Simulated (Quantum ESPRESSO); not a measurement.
Band-structure run of ZrSe2 (part 3 of 3)

ZrSe2 (P-3m1, 3 atoms in the cell); Kohn-Sham DFT of a periodic cell, r2SCAN, SG15 PBE 1.2, no spin polarisation (Quantum ESPRESSO 7.5); cutoff 952.4 eV, 6×6×4 k-mesh, fermi-dirac of 0.05 eV. The structure derives from an entry of the Crystallography Open Database.

Geometry of the input (Å; fractional positions):
```
3.7980  0.0000  0.0000
-1.8990  3.2892  0.0000
0.0000  0.0000  6.1920
Zr 0.0000  0.0000  0.0000
Se 0.6667  0.3333  0.7500
Se 0.3333  0.6667  0.2500
```

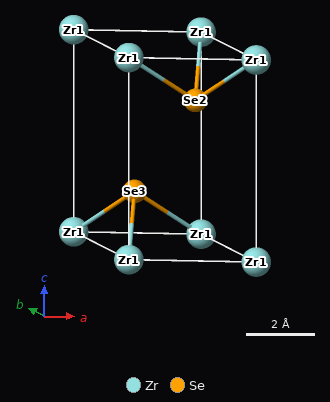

*The structure (ball-and-stick view of the cell of the calculation, seen slightly off an axis; atoms are numbered from 1 in the order of the input).*

### Log, continued
```
   -44.4967 -21.6113 -21.5476 -21.4984  -5.9516  -5.4627   2.8004   3.3506
     4.3718   4.3742   5.9041   6.3050   7.9445   9.7717  10.3413  11.3793
    11.7606  13.7103  13.9619

          k = 0.3715-0.2145-0.3418 (  5150 PWs)   bands (ev):

   -44.4967 -21.6113 -21.5476 -21.4984  -5.8455  -5.5834   2.8287   3.2833
     4.3758   4.7292   5.8856   5.9455   7.9632   9.8225  10.1263  11.7029
    11.7335  13.5359  14.2504

          k = 0.3715-0.2145-0.1709 (  5167 PWs)   bands (ev):

   -44.4967 -21.6114 -21.5476 -21.4984  -5.8098  -5.6290   3.0672   3.5166
     4.4092   4.4834   5.4270   5.6986   8.0640   9.7862   9.9331  12.0940
    12.4135  13.6398  15.4152

          k = 0.3715-0.0000 0.0000 (  5163 PWs)   bands (ev):

   -44.4983 -21.5778 -21.5547 -21.5022  -6.0723  -5.4866   3.2962   3.7258
     3.8798   4.5810   5.2111   6.3297   8.6603   9.3601  10.0431  11.0663
    12.2428  15.2645  15.8471

          k = 0.3715-0.0000 0.1709 (  5171 PWs)   bands (ev):

   -44.4983 -21.5778 -21.5548 -21.5022  -5.9971  -5.5732   3.1426   3.6391
     4.1398   4.7305   5.2469   6.2074   8.7329   9.1889  10.1771  11.1857
    11.7846  15.0987  15.6294

          k = 0.3715-0.0000-0.3418 (  5160 PWs)   bands (ev):

   -44.4983 -21.5778 -21.5549 -21.5022  -5.8563  -5.7254   3.0927   3.4670
     4.4049   4.9818   5.1858   6.0581   8.8560   9.0221  10.2769  11.2986
    11.3449  15.1454  15.4391

          k = 0.3715-0.0000-0.1709 (  5171 PWs)   bands (ev):

   -44.4983 -21.5778 -21.5548 -21.5022  -5.9971  -5.5732   3.1426   3.6391
     4.1398   4.7305   5.2469   6.2074   8.7329   9.1889  10.1771  11.1857
    11.7846  15.0987  15.6294

          k =-0.5573-0.3218 0.0000 (  5146 PWs)   bands (ev):

   -44.4936 -21.6577 -21.5359 -21.5085  -5.7069  -5.4240   2.3520   4.0277
     4.3423   4.4489   4.8583   5.6286   7.9099   9.9510  10.3102  12.2886
    12.4635  13.5127  14.7934

          k =-0.5573-0.3218 0.1709 (  5132 PWs)   bands (ev):

   -44.4936 -21.6577 -21.5359 -21.5085  -5.7606  -5.3599   2.3064   3.5663
     4.3522   4.4487   5.4943   5.7919   7.8450   9.9472  10.3032  12.1512
    12.4532  13.0574  14.1778

          k =-0.5573-0.3218-0.3418 (  5148 PWs)   bands (ev):

   -44.4936 -21.6576 -21.5360 -21.5085  -5.8009  -5.3091   2.2501   3.3542
     4.2723   4.4702   5.9419   6.0392   7.7212   9.9423  10.2944  11.8791
    12.5144  12.8973  13.9084

          k =-0.5573-0.1073 0.0000 (  5154 PWs)   bands (ev):

   -44.4936 -21.6325 -21.5386 -21.5317  -5.6519  -5.4818   2.7931   3.6375
     4.2741   4.4048   4.7336   5.4157   8.7192   9.8099  10.1472  11.3982
    12.3458  14.4594  15.1847

          k =-0.5573-0.1073 0.1709 (  5158 PWs)   bands (ev):

   -44.4936 -21.6324 -21.5387 -21.5317  -5.7117  -5.4139   2.7170   3.3123
     4.2703   4.6385   4.8955   5.6859   8.5281   9.8749  10.1111  11.3583
    12.3085  14.2670  14.9528

          k =-0.5573-0.1073-0.3418 (  5154 PWs)   bands (ev):

   -44.4936 -21.6324 -21.5387 -21.5317  -5.6971  -5.4297   2.6919   3.2332
     4.2915   4.7327   4.9937   5.6726   8.5080   9.6608  10.1200  11.5425
    12.5528  13.8899  14.6896

          k =-0.5573-0.1073-0.1709 (  5158 PWs)   bands (ev):

   -44.4936 -21.6325 -21.5387 -21.5317  -5.6217  -5.5132   2.7700   3.4736
     4.3126   4.6365   4.7939   5.3600   8.7206   9.6057  10.1376  11.5159
    12.6986  13.9249  15.4758

          k =-0.5573 0.1073 0.0000 (  5154 PWs)   bands (ev):

   -44.4936 -21.6325 -21.5386 -21.5317  -5.6519  -5.4818   2.7931   3.6375
     4.2741   4.4048   4.7336   5.4157   8.7192   9.8099  10.1472  11.3982
    12.3458  14.4594  15.1847

          k =-0.5573 0.1073 0.1709 (  5158 PWs)   bands (ev):

   -44.4936 -21.6325 -21.5387 -21.5317  -5.6217  -5.5132   2.7700   3.4736
     4.3126   4.6365   4.7939   5.3600   8.7206   9.6057  10.1376  11.5159
    12.6986  13.9249  15.4760

          k =-0.5573 0.1073-0.3418 (  5154 PWs)   bands (ev):

   -44.4936 -21.6324 -21.5387 -21.5317  -5.6971  -5.4297   2.6919   3.2332
     4.2915   4.7327   4.9937   5.6726   8.5080   9.6608  10.1200  11.5425
    12.5528  13.8899  14.6896

          k =-0.5573 0.1073-0.1709 (  5158 PWs)   bands (ev):

   -44.4936 -21.6324 -21.5387 -21.5317  -5.7117  -5.4139   2.7170   3.3123
     4.2703   4.6385   4.8955   5.6859   8.5281   9.8749  10.1111  11.3583
    12.3085  14.2670  14.9528

          k =-0.5573-0.9653 0.0000 (  5146 PWs)   bands (ev):

   -44.4936 -21.6577 -21.5359 -21.5085  -5.7069  -5.4240   2.3520   4.0277
     4.3423   4.4489   4.8583   5.6286   7.9099   9.9510  10.3102  12.2886
    12.4635  13.5127  14.7934

          k =-0.5573-0.9653 0.1709 (  5132 PWs)   bands (ev):

   -44.4936 -21.6577 -21.5359 -21.5085  -5.7606  -5.3599   2.3064   3.5663
     4.3522   4.4487   5.4943   5.7919   7.8450   9.9472  10.3032  12.1512
    12.4532  13.0574  14.1778

          k =-0.5573-0.9653-0.3418 (  5148 PWs)   bands (ev):

   -44.4936 -21.6576 -21.5360 -21.5085  -5.8009  -5.3091   2.2501   3.3542
     4.2723   4.4702   5.9419   6.0392   7.7212   9.9423  10.2944  11.8791
    12.5144  12.8973  13.9084

     the Fermi energy is     7.3760 ev

!    total energy              =    -133.06271920 Ry
     estimated scf accuracy    <          1.1E-09 Ry
     smearing contrib. (-TS)   =      -0.00000319 Ry
     internal energy E=F+TS    =    -133.06271601 Ry

     The total energy is F=E-TS. E is the sum of the following terms:
     one-electron contribution =     -53.17609205 Ry
     hartree contribution      =      33.35915414 Ry
     xc contribution           =     -20.20583170 Ry
     ewald contribution        =     -93.03994640 Ry

     convergence has been achieved in  10 iterations

     Forces acting on atoms (cartesian axes, Ry/au):

     atom    1 type  1   force =     0.00000003   -0.00000005   -0.00000001
     atom    2 type  2   force =     0.00000006   -0.00000005   -0.00807497
     atom    3 type  2   force =    -0.00000009    0.00000010    0.00807498

     Total force =     0.011420     Total SCF correction =     0.000064

     Computing stress (Cartesian axis) and pressure

          total   stress  (Ry/bohr**3)                   (kbar)     P=       17.55
   0.00010467   0.00000000  -0.00000000           15.40        0.00       -0.00
   0.00000000   0.00010467   0.00000000            0.00       15.40        0.00
  -0.00000000   0.00000000   0.00014860           -0.00        0.00       21.86

=------------------------------------------------------------------------------=
   JOB DONE.
=------------------------------------------------------------------------------=
```

### File pp_density.out
```
This program is part of the open-source Quantum ESPRESSO suite
     for quantum simulation of materials; please cite
         "P. Giannozzi et al., J. Phys.:Condens. Matter 21 395502 (2009);
         "P. Giannozzi et al., J. Phys.:Condens. Matter 29 465901 (2017);
         "P. Giannozzi et al., J. Chem. Phys. 152 154105 (2020);
          URL
     in publications or presentations arising from this work. More details at

     ./tmp/pwscf.save/

     WARNING: libxc functional with ID  497 depends
      on external parameters: check the user_guide of
      QE if you need to modify them or to check their
      default values.

     WARNING: libxc functional with ID  498 depends
      on external parameters: check the user_guide of
      QE if you need to modify them or to check their
      default values.

     IMPORTANT: XC functional enforced from input :
     Exchange-correlation= R2SCAN
                           (   0   0   0   0   0 497 498)
     Any further DFT definition will be discarded
     Please, verify this is what you really want

     G-vector sticks info
     --------------------
     sticks:   dense  smooth     PW     G-vecs:    dense   smooth      PW
     Sum        1003    1003    313                41289    41289    7079

     Using Slab Decomposition

     Reading meta-gga kinetic term

     Calling punch_plot, plot_num =   0
     Writing data to file  density.dat
     Reading data from file  density.dat

     Writing data to be plotted to file density.cube
     Plot Type: 3D                     Output format: Gaussian cube

=------------------------------------------------------------------------------=
   JOB DONE.
=------------------------------------------------------------------------------=
```

### File pp_potential.out
```
This program is part of the open-source Quantum ESPRESSO suite
     for quantum simulation of materials; please cite
         "P. Giannozzi et al., J. Phys.:Condens. Matter 21 395502 (2009);
         "P. Giannozzi et al., J. Phys.:Condens. Matter 29 465901 (2017);
         "P. Giannozzi et al., J. Chem. Phys. 152 154105 (2020);
          URL
     in publications or presentations arising from this work. More details at

     ./tmp/pwscf.save/

     WARNING: libxc functional with ID  497 depends
      on external parameters: check the user_guide of
      QE if you need to modify them or to check their
      default values.

     WARNING: libxc functional with ID  498 depends
      on external parameters: check the user_guide of
      QE if you need to modify them or to check their
      default values.

     IMPORTANT: XC functional enforced from input :
     Exchange-correlation= R2SCAN
                           (   0   0   0   0   0 497 498)
     Any further DFT definition will be discarded
     Please, verify this is what you really want

     G-vector sticks info
     --------------------
     sticks:   dense  smooth     PW     G-vecs:    dense   smooth      PW
     Sum        1003    1003    313                41289    41289    7079

     Using Slab Decomposition

     Reading meta-gga kinetic term

     Calling punch_plot, plot_num =  11
     Writing data to file  potential.dat
     Reading data from file  potential.dat

     Writing data to be plotted to file potential.cube
     Plot Type: 3D                     Output format: Gaussian cube

=------------------------------------------------------------------------------=
   JOB DONE.
=------------------------------------------------------------------------------=
```

### File pp_elf.out
```
This program is part of the open-source Quantum ESPRESSO suite
     for quantum simulation of materials; please cite
         "P. Giannozzi et al., J. Phys.:Condens. Matter 21 395502 (2009);
         "P. Giannozzi et al., J. Phys.:Condens. Matter 29 465901 (2017);
         "P. Giannozzi et al., J. Chem. Phys. 152 154105 (2020);
          URL
     in publications or presentations arising from this work. More details at

     ./tmp/pwscf.save/

     WARNING: libxc functional with ID  497 depends
      on external parameters: check the user_guide of
      QE if you need to modify them or to check their
      default values.

     WARNING: libxc functional with ID  498 depends
      on external parameters: check the user_guide of
      QE if you need to modify them or to check their
      default values.

     IMPORTANT: XC functional enforced from input :
     Exchange-correlation= R2SCAN
                           (   0   0   0   0   0 497 498)
     Any further DFT definition will be discarded
     Please, verify this is what you really want

     G-vector sticks info
     --------------------
     sticks:   dense  smooth     PW     G-vecs:    dense   smooth      PW
     Sum        1003    1003    313                41289    41289    7079

     Using Slab Decomposition

     Reading meta-gga kinetic term

     Calling punch_plot, plot_num =   8
     Message from routine do_elf_kin:
     elf/kin + US not fully implemented
     Writing data to file  elf.dat
     Reading data from file  elf.dat

     Writing data to be plotted to file elf.cube
     Plot Type: 3D                     Output format: Gaussian cube

=------------------------------------------------------------------------------=
   JOB DONE.
=------------------------------------------------------------------------------=
```

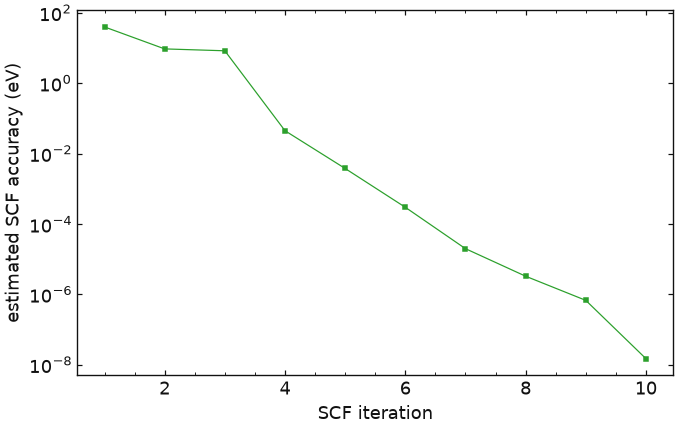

*Convergence of the self-consistent field: estimated SCF accuracy against the iteration.*

The field takes 10 iterations in all.

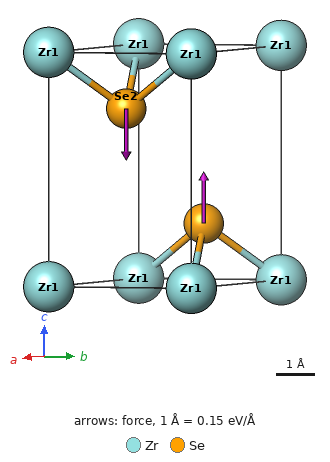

*Forces on the atoms as pink arrows (ball-and-stick view of the cell of the calculation, seen at an oblique angle; atoms are numbered from 1 in the order of the input).*

The largest act on Se2, Se3 (0.21 eV/Å). The geometry is not a stationary point of this energy.

### Results in brief

| quantity | value |
| --- | --- |
| outcome | converged |
| space group (tolerance 0.01 Å) | P-3m1 (164) |
| electrons treated | 24 |
| free energy | −1810.4105 eV |
| Fermi energy of the self-consistent step | 7.376 eV |
| gap on the k-point mesh | 0.66 eV |
| gap on the band path | 0.65 eV |
| pressure | 1.76 GPa |
| largest force (length of the vector) | 0.208 eV/Å |
| hardware | 2 threads of Arm Neoverse V1, 24 GiB of memory available, shared host |
| wall time | 5.2 min (CPU time 10 min) |
| peak memory | 0.32 GiB |

Further notes kept with the run: potentials made for another functional. Points of doubt noted for this run: potentials made for another functional.
